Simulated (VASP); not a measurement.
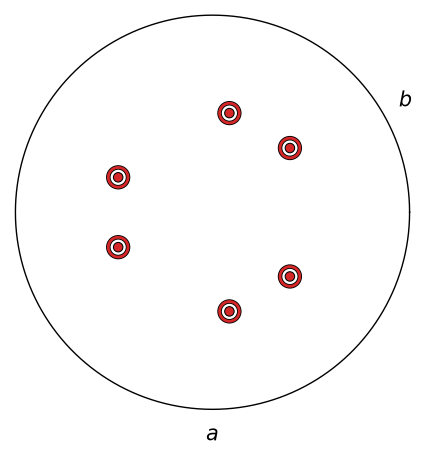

Stereographic projection: filled dots lie in the upper hemisphere, open rings in the lower. The c axis points at the viewer. The poles are all faces of one general form. Computed from the symmetry operations of a computed or model structure of composition Al2O3.

Question: Name the crystal class.

Answer: -6m2 (D3h), order 12, hexagonal system: one −6 axis, three twofold axes, four mirror planes.

Question: Can such a crystal be piezoelectric, pyroelectric or chiral?

Answer: It is not centrosymmetric; not polar, but piezoelectricity is allowed; it is not chiral.
